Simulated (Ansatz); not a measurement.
**KTaO3: density, localisation and related maps**

```cif
data_structure
_symmetry_space_group_name_H-M 'P 1'
_symmetry_Int_Tables_number 1
_cell_length_a 4.1877
_cell_length_b 4.1877
_cell_length_c 3.8886
_cell_angle_alpha 90.000
_cell_angle_beta 90.000
_cell_angle_gamma 90.000
_cell_volume 68.19
loop_
_atom_site_label
_atom_site_type_symbol
_atom_site_fract_x
_atom_site_fract_y
_atom_site_fract_z
_atom_site_occupancy
K1 K 0.50000 0.50000 0.50000 1
Ta1 Ta 0.00000 0.00000 0.00000 1
O1 O 0.50000 0.00000 0.00000 1
O2 O 0.00000 0.50000 0.00000 1
O3 O 0.00000 0.00000 0.50000 1
```

Space group P4/mmm; changed on purpose from its base cell (strain +0.050 along x and y, -0.025 along z, atoms carried along); computed pressure about −6 GPa in this cell.

Method: DFT PBE, scalar-relativistic, plane waves, PAW in Ansatz.

The density is the valence pseudo-density of a PAW calculation; it isn't the true density close to the nuclei.

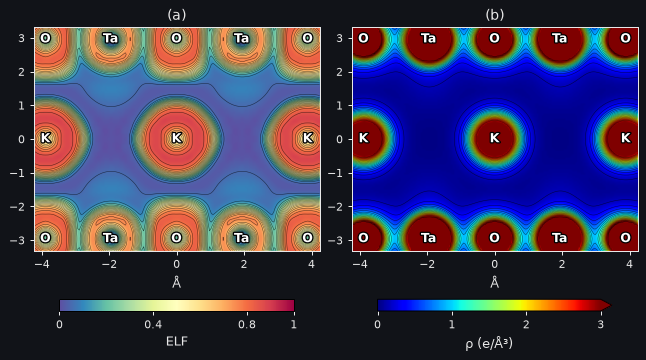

Figure 1. (a) ELF; (b) valence electron density on the (11̄0) plane of the conventional cell.

Read the bonding off the picture.

Answer. The plane passes through K, Ta and O nuclei. Ta–O (1.94 Å): the density is about 0.99 e/Å³ at the midpoint; the ELF peaks at about 0.85 in the valence shell of O, 0.6 Å from its nucleus, and drops to about 0.20 between the two atoms; no shared electron pair shows on this line. K–O (2.96 Å): ρ at the midpoint is about 0.07 e/Å³; the ELF is about 0 at the midpoint (a closed-shell, largely ionic contact). Between the atoms the lowest density in this plane is 0.02 e/Å³. The features right at K and Ta lie inside the PAW spheres, where the map follows smoothed inner orbitals and isn't to be read closely.

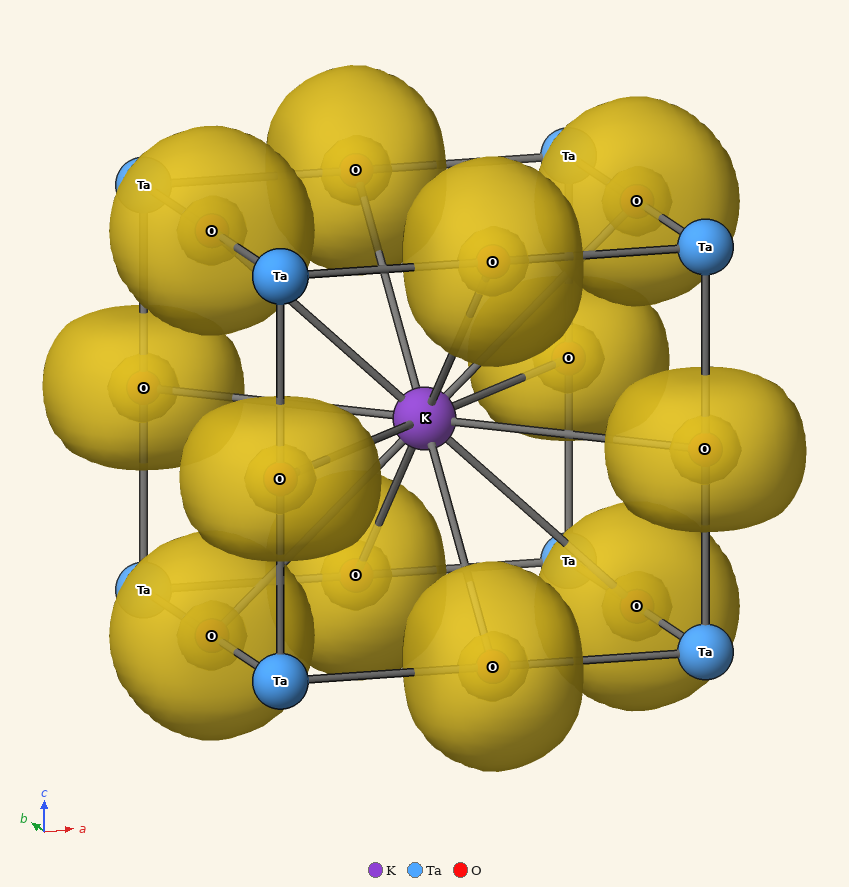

Figure 2. Isosurface of the electron localisation function at 0.65 (yellow), seen slightly off an axis. Only the valence region is drawn (cores and ρ < 0.01 e/Å³ removed). Sticks mark near contacts.

Identify the bonds, lone pairs and shells in this picture.

Answer. The ELF exceeds this value in three regions wrapped around O (the valence shell of each), counted in one cell of 5 atoms. Regions shared between cells count once. Profiles from the grid: K–O (2.86 Å): the ELF is about 0.05 at the midpoint; an ionic contact with no shared pair.

Does the calculation give a band gap?

Answer. It is gapped, with a Kohn–Sham gap of 1.9 eV on the k-point mesh, an upper bound to the gap of this method.
